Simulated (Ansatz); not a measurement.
# SnSe (slab): what the fields show

```
CELL_PARAMETERS angstrom
4.28621 0.00000 0.00000
0.00000 6.06162 0.00000
0.00000 0.00000 25.71553
ATOMIC_POSITIONS crystal
Sn 0.50000 0.50000 0.29165
Se 0.50000 0.00000 0.29165
Sn 0.00000 0.00000 0.37499
Se 0.00000 0.50000 0.37499
Sn 0.50000 0.50000 0.45833
Se 0.50000 0.00000 0.45833
Sn 0.00000 0.00000 0.54167
Se 0.00000 0.50000 0.54167
Sn 0.50000 0.50000 0.62501
Se 0.50000 0.00000 0.62501
Sn 0.00000 0.00000 0.70835
Se 0.00000 0.50000 0.70835
```

Not relaxed (largest force 0.9 eV/Å).

Method: Ansatz 0.2.0, DFT PBE, scalar-relativistic, plane waves, PAW.

In a PAW calculation such maps are meaningful between the atoms, not at the nuclei.

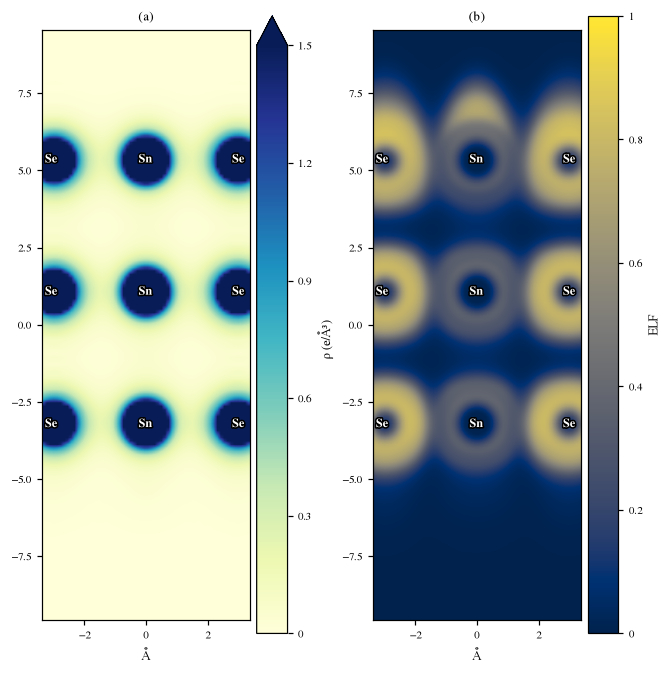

Figure 1. (a) valence electron density; (b) ELF on the (100) plane of the calculation cell, a cut from vacuum to vacuum.

Q: What do the fields say about this system?

A: Atoms in the plane: Sn and Se.
Sn–Se (3.03 Å): the density is about 0.21 e/Å³ at the midpoint; the ELF is about 0.40 at the midpoint.
The density dies away to nearly zero in the vacuum.

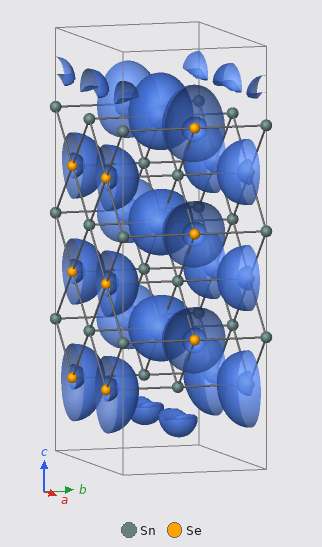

Figure 2. Isosurface of the electron localisation function at 0.6 (blue), seen slightly off an axis. Only the valence region is drawn (cores and ρ < 0.01 e/Å³ removed). Sticks mark near contacts.

Q: Where are the electrons localised?

A: At this value the surface marks out two lobes on Sn, pointing away from the bonds (lone pairs) and six regions wrapped around Se (the valence shell of each), counted in one cell of 12 atoms. Counts are for one cell; the picture repeats the cell along the surface.

Q: Does the calculation give a band gap?

A: It is gapped, with a Kohn–Sham gap of 0.34 eV on the k-point mesh (the band edges may lie off the mesh, which would make the gap smaller).
